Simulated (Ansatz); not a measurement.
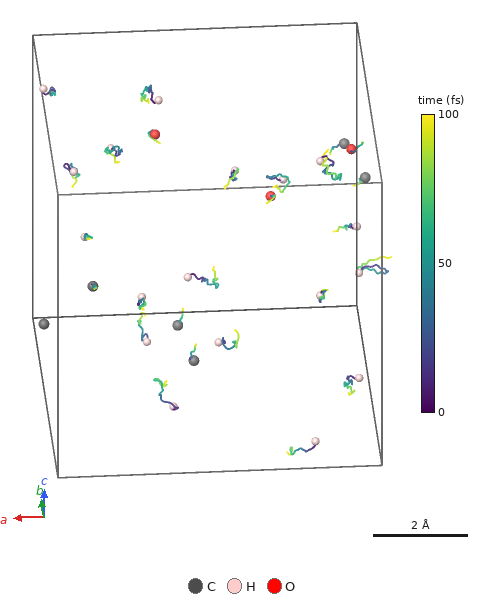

A Born-Oppenheimer molecular dynamics run of a periodic cell with 3 C2H4 + 3 H2O at 0.683 g/cm³, 100 fs long. It starts from the last geometry of an earlier run, with fresh velocities. Lines trace each atom's path, coloured by time; spheres stand at the starting positions. Seen from a free direction in the simulation cell.

Level of theory: DFT PBE, scalar-relativistic, plane waves, PAW (Ansatz). Run with plane-wave cutoff 150 eV; k-point mesh 1 × 1 × 1; Fermi-Dirac smearing 0.05 eV; low-accuracy preset; constant energy (NVE); velocities drawn for 250 K; time step 0.5 fs.

Describe the motion.

Answer. Root-mean-square distances from the starting positions over the second half, with the common drift of all atoms taken out: H 0.56 Å, O 0.39 Å, C 0.36 Å. The heavy atoms stay within a fraction of a molecule's size of their starting places; so short a run doesn't tell a liquid from a solid. Over the second half the temperature averages 304 K (spread ±33 K). The potential energy in the second half lies on average 6.7 meV per atom below the first frame. The total energy stays between −0.19 and 0.21 meV per atom of its start. A straight-line fit has a slope that amounts to −0.0018 meV per atom over 100 fs (under 0.1 % of the mean kinetic energy), and the ripple about it is 2.0 % of the kinetic energy's fluctuation. With a drift under 2 % and a ripple under 7 %, the integration is accurate. The plane-wave cutoff is below what these potentials need, so energies and forces are off.

Limits of the set-up: the cutoff lies below the recommended one; the program's low-accuracy preset was used; the periodic images lie only 7.0 Å apart, so the values are limited by the cell's size.
